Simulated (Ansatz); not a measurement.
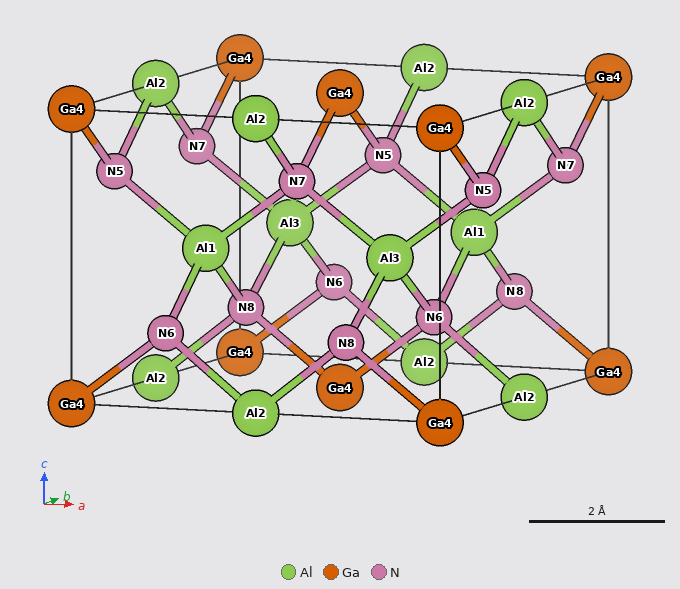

The structure (ball-and-stick view of the cell 2 times as large as that of the calculation, set on its symmetry axes, seen slightly off an axis; atoms are numbered from 1 in the order of the input). An atom can appear more than once, as a periodic image.

## What a change does: single-point calculation on Al₃GaN₄

System: Al₃GaN₄ (Cmm2, 8 atoms in the cell).
Method of run A: DFT PBEsol, scalar-relativistic, plane waves, PAW, no spin polarisation (Ansatz 0.2.0).

The structure derives from a Materials Project entry. Text and figures count atoms from 1; the logs count them from 0 in places.

### Input file, run A
```yaml
crystal:
  lattice:
    - [4.406994839, 0.0, -0.220349742]
    - [0.0, 4.406994839, 0.0]
    - [-0.220349742, 0.0, 4.406994839]
  atoms:
    - { symbol: Al, position: [0.5, 0.5, 0.0] }
    - { symbol: Al, position: [0.5, 0.0, 0.5] }
    - { symbol: Al, position: [0.0, 0.5, 0.5] }
    - { symbol: Ga, position: [0.0, 0.0, 0.0] }
    - { symbol: "N", position: [0.7447077168, 0.7447077168, 0.2552922832] }
    - { symbol: "N", position: [0.7447077168, 0.2552922832, 0.7447077168] }
    - { symbol: "N", position: [0.2552922832, 0.7447077168, 0.7447077168] }
    - { symbol: "N", position: [0.2552922832, 0.2552922832, 0.2552922832] }
basis:
  ecutwfc: 420
kpoints:
  mp_grid: { grid: [6, 6, 6] }
hamiltonian:
  xc: pbesol
scf:
  occupations: { method: gaussian, width: 0.05 }
output:
  forces: true
  stress: true
  eigenvalues: true
```

Launched with:
```bash
ansatz run input.yaml --threads 2 --pin off --max-ram 5120MiB --backend cpu --events-out ev --progress --plain --runs-dir out
```

Hardware: 2 threads of Intel Xeon @ 2.90GHz (Ice Lake), 192 GiB of memory available, shared host.

### Output, shortened to warnings, some set-up lines, iterations and results (run A)
```
Basis set: ecut = 420 eV, 1689 PW (Γ), exchange–correlation on 60×60×60 points (8 copies of the dense FFT grid, shifted against one another)
Symmetry: 4 space group operations
k-points: 52 of 216 (time reversal used)
Initial density: superposition of atomic densities (neutral atoms: chi_scale 0, normalization atom), corrected by the library's trained network
[...]
SCF iter   1: F=—  HF=-6840.026514 eV  |F-HF|=—  |Δ(HF+E_count)|=         —  Δρ=1.06e-2  dr2=9.74e-2  ethr=1.77e-3  ⟨swp⟩=7.2  Hψ=7565  notcnv=0  defer=2
SCF iter   2: F=—  HF=-6839.998776 eV  |F-HF|=—  |Δ(HF+E_count)|=   2.77e-2  Δρ=1.71e-3  dr2=2.10e-3  ethr=2.32e-4  ⟨swp⟩=2.3  Hψ=2762  notcnv=0  defer=187
SCF iter   3: F=—  HF=-6839.998493 eV  |F-HF|=—  |Δ(HF+E_count)|=   2.83e-4  Δρ=8.71e-4  dr2=5.25e-4  ethr=4.99e-6  ⟨swp⟩=1.6  Hψ=1624  notcnv=0  defer=137
SCF iter   4: F=—  HF=-6839.998432 eV  |F-HF|=—  |Δ(HF+E_count)|=   6.07e-5  Δρ=1.42e-4  dr2=1.67e-5  ethr=1.25e-6  ⟨swp⟩=2.7  Hψ=2561  notcnv=0  defer=137
SCF iter   5: F=—  HF=-6839.998275 eV  |F-HF|=—  |Δ(HF+E_count)|=   1.57e-4  Δρ=8.28e-5  dr2=3.45e-6  ethr=3.97e-8  ⟨swp⟩=2.0  Hψ=2401  notcnv=0  defer=137
SCF iter   6: F=—  HF=-6839.998276 eV  |F-HF|=—  |Δ(HF+E_count)|=   9.00e-7  Δρ=1.41e-5  dr2=1.42e-7  ethr=8.22e-9  ⟨swp⟩=2.9  Hψ=2691  notcnv=0  defer=137
SCF iter   7: F=-6839.998276 eV  HF=-6839.998276 eV  |F-HF|=1.41e-8  |Δ(HF+E_count)|=   2.81e-8  Δρ=4.58e-6  dr2=1.81e-8  ethr=2.38e-10  ⟨swp⟩=9.0  Hψ=5692  notcnv=0
SCF 1 converged in 7 iterations: F = -6839.998276 eV  dr2 = 1.81e-8
SCF converged after 7 iterations
Free energy (F): -6839.998276 eV
Harris-Foulkes:  -6839.998276 eV  (|F-HF|=1.41e-8)
Internal energy: -6839.998276 eV  (E = F + TS)
E sigma→0 (E₀):  -6839.998276 eV
Fermi energy:    9.199217 eV
--- Per-component energies (eV) ---
  E_band       = 22.560383
  E_kinetic    = 723.628007
  E_local      = -3072.928112  (includes V_loc(G=0)·N_el)
  E_nonlocal   = 643.029225
  E_hartree    = 1346.026425
  E_xc         = -429.876965
  E_vxc        = -456.367673  (∫ρ·V_xc dr)
  E_paw        = -3809.222135  (= ΣΔE_a)
  E_vpaw       = -506.853444  (= ΣTr[D̂ρ^β])
  E_aug_tail   = 0.000253  (compensation charges beyond the density's cutoff)
  E_ewald      = -2241.687764
  E_core_change = 1.032790  (= ΣΔE_core)
  E_smearing   = -0.000000  (= −TS)
  E_closure    = -0.000000  (closes the sum)
  Σ components = -6839.998276   (vs F -6839.998276, Δ=0.00e0)
--- Forces (eV/Å), atoms counted from 1 ---
  atom   1  Al     0.00000000    -0.86393565     0.00000000
  atom   2  Al     0.00000000    -0.97425854     0.00000000
  atom   3  Al     0.00000000    -0.86393565     0.00000000
  atom   4  Ga     0.00000000    -0.94669346     0.00000000
  atom   5  N     -0.06494783     0.91339349     0.06494783
  atom   6  N      0.03741277     0.91104597     0.03741277
  atom   7  N      0.06494783     0.91339349    -0.06494783
  atom   8  N     -0.03741277     0.91104597    -0.03741277
  max |Σ_I F_I| component: 5.56e-5 eV/Å
--- Stress (GPa, compression-positive) ---
        2.988588       0.000000      21.541588
        0.000000       1.709039       0.000000
       21.541588       0.000000       2.988588
  P = ⅓ Tr σ = 2.5621 GPa (25.621 kbar)
```

The input of run B differs as follows (lines with − go, lines with + come):
```diff
-    - [4.406994839, 0.0, -0.220349742]
+    - [4.406994839, 0.0, 0.1377185887]
-    - [-0.220349742, 0.0, 4.406994839]
+    - [0.1377185887, 0.0, 4.406994839]
```

How does run B compare with run A?

With the same functional and potentials, run B lies 43.9 meV per atom lower. The gap on the mesh goes from 2.79 to 3.05 eV. The pressure goes from 2.56 to 1.01 GPa. The largest force goes from 0.974 to 0.599 eV/Å. The number of SCF iterations is the same. The plane waves at Γ go from 1689 to 1683.

### Output, shortened to warnings, some set-up lines, iterations and results (run B)
```
Basis set: ecut = 420 eV, 1683 PW (Γ), exchange–correlation on 60×60×60 points (8 copies of the dense FFT grid, shifted against one another)
Symmetry: 4 space group operations
k-points: 52 of 216 (time reversal used)
Initial density: superposition of atomic densities (neutral atoms: chi_scale 0, normalization atom), corrected by the library's trained network
[...]
SCF iter   1: F=—  HF=-6840.378078 eV  |F-HF|=—  |Δ(HF+E_count)|=         —  Δρ=1.06e-2  dr2=9.91e-2  ethr=1.77e-3  ⟨swp⟩=7.2  Hψ=7602  notcnv=0  defer=2
SCF iter   2: F=—  HF=-6840.349766 eV  |F-HF|=—  |Δ(HF+E_count)|=   2.83e-2  Δρ=1.67e-3  dr2=2.02e-3  ethr=2.36e-4  ⟨swp⟩=2.3  Hψ=2755  notcnv=0  defer=188
SCF iter   3: F=—  HF=-6840.349499 eV  |F-HF|=—  |Δ(HF+E_count)|=   2.66e-4  Δρ=8.56e-4  dr2=5.05e-4  ethr=4.80e-6  ⟨swp⟩=1.7  Hψ=1643  notcnv=0  defer=138
SCF iter   4: F=—  HF=-6840.349450 eV  |F-HF|=—  |Δ(HF+E_count)|=   4.96e-5  Δρ=1.42e-4  dr2=1.66e-5  ethr=1.20e-6  ⟨swp⟩=2.8  Hψ=2575  notcnv=0  defer=138
SCF iter   5: F=—  HF=-6840.349293 eV  |F-HF|=—  |Δ(HF+E_count)|=   1.57e-4  Δρ=8.30e-5  dr2=3.48e-6  ethr=3.96e-8  ⟨swp⟩=2.0  Hψ=2400  notcnv=0  defer=138
SCF iter   6: F=—  HF=-6840.349294 eV  |F-HF|=—  |Δ(HF+E_count)|=   1.09e-6  Δρ=1.31e-5  dr2=1.24e-7  ethr=8.28e-9  ⟨swp⟩=3.0  Hψ=2751  notcnv=0  defer=138
SCF iter   7: F=-6840.349294 eV  HF=-6840.349294 eV  |F-HF|=2.46e-9  |Δ(HF+E_count)|=   2.47e-8  Δρ=2.47e-6  dr2=4.98e-9  ethr=2.38e-10  ⟨swp⟩=9.1  Hψ=5666  notcnv=0
SCF 1 converged in 7 iterations: F = -6840.349294 eV  dr2 = 4.98e-9
SCF converged after 7 iterations
Free energy (F): -6840.349294 eV
Harris-Foulkes:  -6840.349294 eV  (|F-HF|=2.46e-9)
Internal energy: -6840.349294 eV  (E = F + TS)
E sigma→0 (E₀):  -6840.349294 eV
Fermi energy:    9.202309 eV
--- Per-component energies (eV) ---
  E_band       = 21.897672
  E_kinetic    = 722.832289
  E_local      = -3070.455538  (includes V_loc(G=0)·N_el)
  E_nonlocal   = 642.726176
  E_hartree    = 1344.901482
  E_xc         = -429.669429
  E_vxc        = -456.119680  (∫ρ·V_xc dr)
  E_paw        = -3809.179069  (= ΣΔE_a)
  E_vpaw       = -506.888364  (= ΣTr[D̂ρ^β])
  E_aug_tail   = 0.000280  (compensation charges beyond the density's cutoff)
  E_ewald      = -2242.538276
  E_core_change = 1.032790  (= ΣΔE_core)
  E_smearing   = -0.000000  (= −TS)
  E_closure    = -0.000000  (closes the sum)
  Σ components = -6840.349294   (vs F -6840.349294, Δ=0.00e0)
--- Forces (eV/Å), atoms counted from 1 ---
  atom   1  Al    -0.00000000     0.52901585     0.00000000
  atom   2  Al    -0.00000000     0.59860307     0.00000000
  atom   3  Al    -0.00000000     0.52901585     0.00000000
  atom   4  Ga    -0.00000000     0.57941107     0.00000000
  atom   5  N      0.02657383    -0.55847724    -0.02657383
  atom   6  N     -0.03708460    -0.55956062    -0.03708460
  atom   7  N     -0.02657383    -0.55847724     0.02657383
  atom   8  N      0.03708460    -0.55956062     0.03708460
  max |Σ_I F_I| component: 2.99e-5 eV/Å
--- Stress (GPa, compression-positive) ---
        1.178699      -0.000000     -13.364432
       -0.000000       0.678715      -0.000000
      -13.364432      -0.000000       1.178699
  P = ⅓ Tr σ = 1.0120 GPa (10.120 kbar)
```

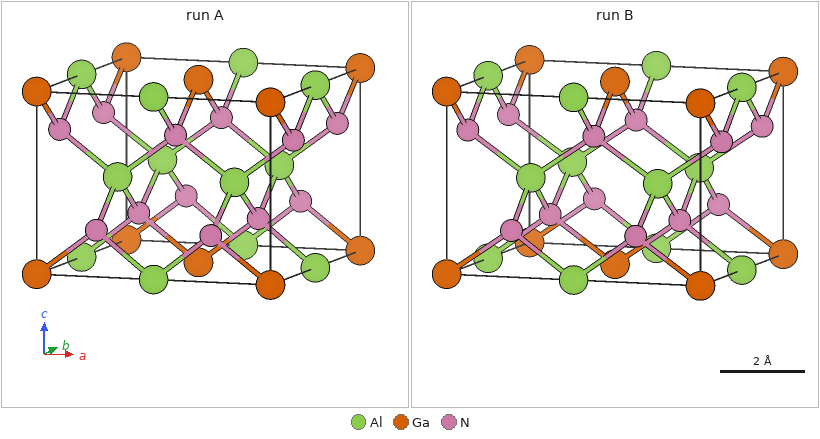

The two input geometries at one scale (ball-and-stick view of the cell 2 times as large as that of the calculation, set on its symmetry axes, seen slightly off an axis). The atoms keep their places relative to the cell (all moves are under 0.005 Å). Cell: a 5.921 → 6.427 Å (+8.6 %), b 6.544 → 6.038 Å (−7.7 %), c stays at 4.407 Å. Volume +0.2 %. Among the contacts that change: Ga–N 2.014 → 1.908 Å, Ga–N 1.884 → 1.989 Å, Al–N 1.960 → 1.855 Å, Al–N 1.832 → 1.935 Å.

### The two runs side by side

```tsv
quantity	run A	run B
outcome	converged	converged
free energy per atom (eV)	−854.9998	−855.0437
gap on the mesh (eV)	2.79	3.05
pressure (GPa)	2.56	1.01
volume per atom (Å³)	10.67	10.69
largest force (eV/Å)	0.974	0.599
SCF iterations	7	7
irreducible k-points	52	52
plane waves at Γ	1689	1683
wall time (shared host)	9 s	8.2 s
```
